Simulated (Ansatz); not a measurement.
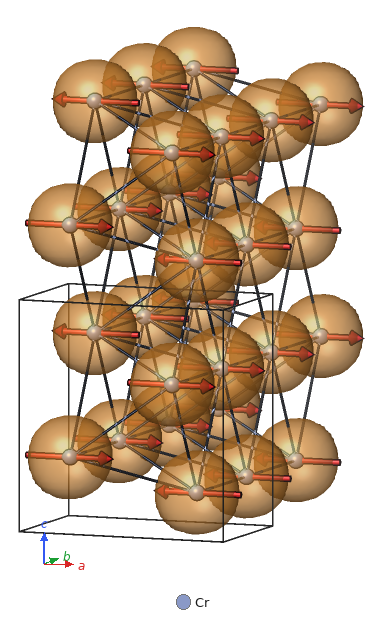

*Cr. Isosurface of the size of the magnetisation density at 0.2 e/Å³ (orange), with the spin moments of the magnetic sites as arrows; seen slightly off an axis.*

Space group P6₃/mmc.

Theory: DFT, PBE, PAW with Ansatz's default frozen-core files, fully relativistic files with spin-orbit coupling in Ansatz.

In a PAW calculation such maps are meaningful between the atoms, not at the nuclei.

**How are the spin moments arranged, and how large are they?**

Spin moments: Cr 2.1 μB. They are collinear, and cancel (antiferromagnetic), along [1 0 0] of the cell.
